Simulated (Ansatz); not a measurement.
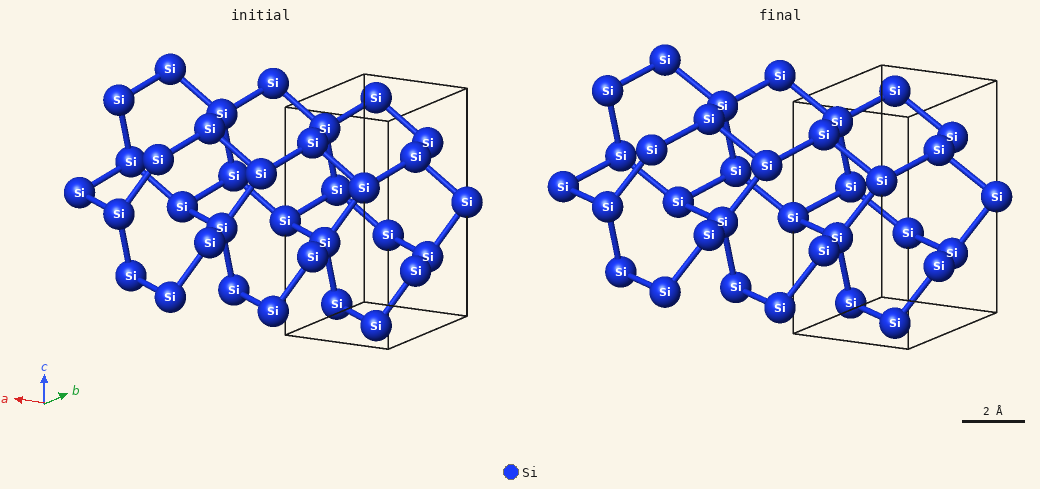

The structure of crystalline Si (a generated structure, set up in Ccce) (coarse preliminary run) before (left) and after (right) a relaxation, at one scale.

The picture is a ball-and-stick view of the cell of the calculation, repeated 3 × 1 × 1 with one cell outlined, seen from a free direction.

Level of theory: DFT PBE, scalar-relativistic, plane waves, PAW (Ansatz).

The input:
```yaml
crystal:
  lattice:
    - [1.74151783, -3.01639189, 0.0]
    - [1.74151783, 3.01639189, 0.0]
    - [0.0, 0.0, 8.26067559]
  atoms:
    - { symbol: Si, position: [0.0, 0.5, 0.33333363] }
    - { symbol: Si, position: [0.5, 0.0, 0.66666637] }
    - { symbol: Si, position: [0.5, 0.0, 0.16666637] }
    - { symbol: Si, position: [0.0, 0.5, 0.83333363] }
    - { symbol: Si, position: [0.0, 0.0, 0.5] }
    - { symbol: Si, position: [0.5, 0.5, 0.0] }
basis:
  ecutwfc: 420
kpoints:
  mp_grid: { grid: [6, 6, 2] }
hamiltonian:
  xc: pbe
scf:
  occupations: { method: gaussian, width: 0.1 }
  lower_state_search: "off"
output:
  forces: true
  stress: true
  eigenvalues: true
relax:
  adjacent_minimum: "off"
  f_tol: 0.04
  max_steps: 70
  cell: { stress_tol: 0.4 }
```

Command:
```bash
ansatz run input.yaml --threads 1 --pin off --max-ram 2560MiB --backend cpu --events-out ev --progress --plain --runs-dir out
```

Q: Summarise the run.

A: The largest moves relative to the cell, 0.006 Å, are those of Si1, Si2, Si3 and Si4. Si1 goes along +c. The drawn cell changes as follows: a = b 3.483 → 3.883 Å (+11.5 %), c 8.261 → 8.410 Å (+1.8 %), γ 120.0° → 120.7°; the volume changes by +25.7 %. Among the contacts that change: Si1–Si3 2.220 → 2.385 Å. Bond angles that change, for instance: Si5–Si1–Si5 103.3° → 108.6°, Si1–Si5–Si2 94.4° → 90.2°, Si3–Si1–Si3 103.3° → 107.3°. The space group stays Ccce (No. 68). After 4 accepted moves (5 points after the start) the energy has fallen by 353 meV per atom. The largest force component goes from 0.059 to 0.001 eV/Å. The pressure goes from 34.39 to 0.02 GPa. The SCF was repeated once at an unchanged geometry on a basis and grid sized afresh for the cell, which shifted the energy by 2.9 meV per atom at most. The run took 17 s on 1 thread of Arm Neoverse V1, with other jobs on the host, peak memory 0.35 GiB.

Limits of the set-up: the k-point mesh is coarse for a cell with partly filled bands.
